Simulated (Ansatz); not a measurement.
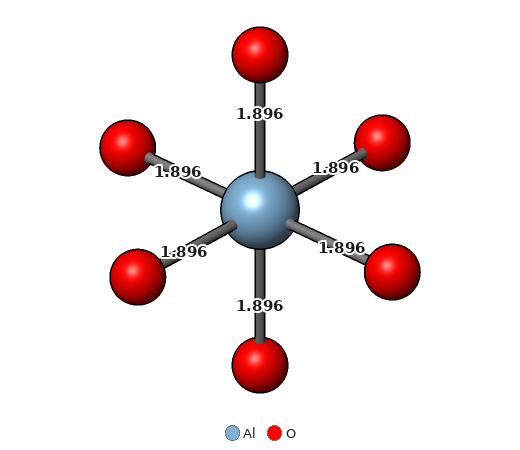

The surroundings of site Al1 (at 0.500, 0.500, 0.500) in LaAlO3 (Pm-3m), with bond lengths in Å.

The cell is taken from a calculation's input that goes back to an entry of the Crystallography Open Database (an earlier step may have relaxed or displaced it).

```
La Al O
1.0
     3.79130    0.00000    0.00000
     0.00000    3.79130    0.00000
     0.00000    0.00000    3.79130
La Al O
1 1 3
Direct
  0.00000 0.00000 0.00000
  0.50000 0.50000 0.50000
  0.00000 0.50000 0.50000
  0.50000 0.00000 0.50000
  0.50000 0.50000 0.00000
```

Bond valence s = exp((R0 − d)/b), R0 fitted to published crystal structures with b = 0.37 Å; R0 in Å: Al3+–O 1.637.

> Calculate the bond-valence sum of Al1 from the bonds drawn.

6 × 0.497 = 2.98 v.u., against a formal valence of 3: a close match.

Further R0 (Å): La3+–O 2.164.

> And over the whole structure?

```json
{"site": "La1", "x, y, z": "0.000, 0.000, 0.000", "formal valence": "+3", "bond-valence sum": "3.00", "difference": "0.00"}
{"site": "Al1", "x, y, z": "0.500, 0.500, 0.500", "formal valence": "+3", "bond-valence sum": "3.00", "difference": "0.00"}
{"site": "O1", "x, y, z": "0.000, 0.500, 0.500", "formal valence": "−2", "bond-valence sum": "2.00", "difference": "0.00"}
```

These sums include all anions within 5 Å. The global instability index (root mean square of the differences over all atoms) is 0.00 v.u.: little strain. The cell was not relaxed for this table, and a volume that is off by a few per cent shifts all sums together.
